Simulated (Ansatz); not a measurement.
A structure file:

```
Si Ge
1.0
     4.50736    0.00000    0.00000
     0.00000    4.50736    0.00000
     0.00000    0.00000    5.54292
Si Ge
2 2
Cartesian
  0.0000 0.0000 0.0000
  2.2537 2.2537 2.7715
  2.2537 0.0000 1.3857
  0.0000 2.2537 4.1572
```

Q: What does this file describe?

A: The solid is SiGe. Symmetry: I-4m2 (No. 119), body-centred tetragonal lattice. Content of the cell: 2 Si, 2 Ge (Z = 2). Si is coordinated by four Ge in a distorted tetrahedral arrangement at 2.65 Å. Each Ge is bonded to four Si in a distorted tetrahedral arrangement at 2.65 Å. The bonds build a three-dimensional framework.

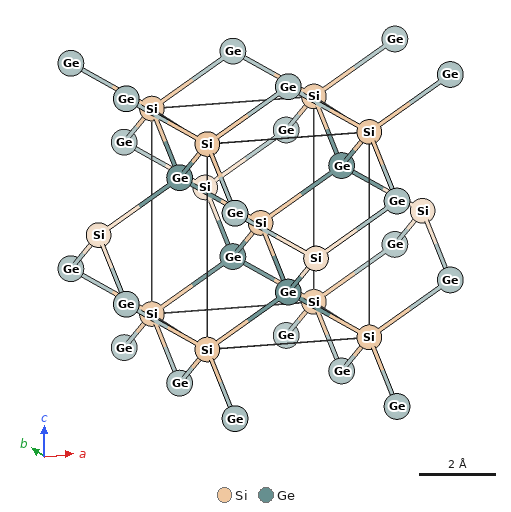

An orthographic ball-and-stick view of the structure, slightly off an axis. The edges of the conventional unit cell are marked. Neighbours across the faces are drawn wherever a bond reaches them, in fainter colours.

The structure comes from a structure listed in the Materials Project. The cell was then strained or its atoms displaced on purpose. It went into a calculation with Ansatz.

At this level of theory the cell isn't at rest (stretched, at -12 GPa), so its distances can differ from those at equilibrium, the more so the softer the solid.
